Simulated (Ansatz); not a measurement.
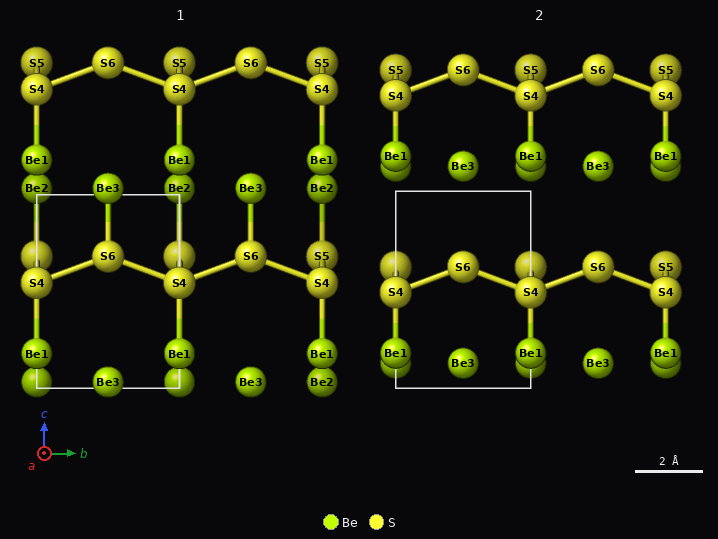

Two geometries of crystalline BeS (a generated structure, set up in P4mm) (coarse preliminary run), drawn at one scale. One is the start of a relaxation, the other its converged end. A ball-and-stick model of the cell of the calculation, repeated 1 × 2 × 2 with one cell outlined, seen along the a axis.

Theory: Ansatz, DFT PBE, scalar-relativistic, plane waves, PAW. Set-up: plane-wave cutoff 420 eV; k-point mesh 4 × 4 × 4; occupations gaussian; smearing width 0.1 eV; no spin polarisation; cell and atoms relaxed; force threshold 0.04 eV/Å; at most 70 steps.

> Which one is relaxed?

Structure 1 is the relaxed one. The energy falls by 1.850 eV per cell of the calculation in 8 accepted moves (10 points after the start). The largest force component goes from 2.5 to 0.0066 eV/Å. The pressure goes from 8.45 to 0.01 GPa. The line search rejected the trial step at point 4 of the run. At 1 point the geometry stayed and the basis and grid were re-selected for the new cell (energy shift of 1.9 meV per cell of the calculation at most each time). The largest moves relative to the cell, 0.55 Å, are those of Be2 and Be3. Be2 goes along −c. Largest moves by element: Be 0.55 Å, S 0.38 Å. The drawn cell changes as follows: a = b 4.033 → 4.264 Å (+5.7 %), c 5.883 → 5.783 Å (−1.7 %); the volume changes by +9.9 %. Near-neighbour distances that change, for instance: Be2–S5 3.007 → 2.031 Å, Be1–S4 1.811 → 2.107 Å, S4–S5 2.155 → 2.275 Å. New bonds form: Be2–S5 (3.01 → 2.03 Å), Be3–S6 (3.01 → 2.03 Å). The space group stays P4mm (No. 99). Cost: 30 s on 1 thread of Intel(R) Xeon(R) Platinum 8488C (Sapphire Rapids) (shared host), peak memory 0.38 GiB.

Limits of the set-up: the k-point mesh is coarse for a cell with partly filled bands.
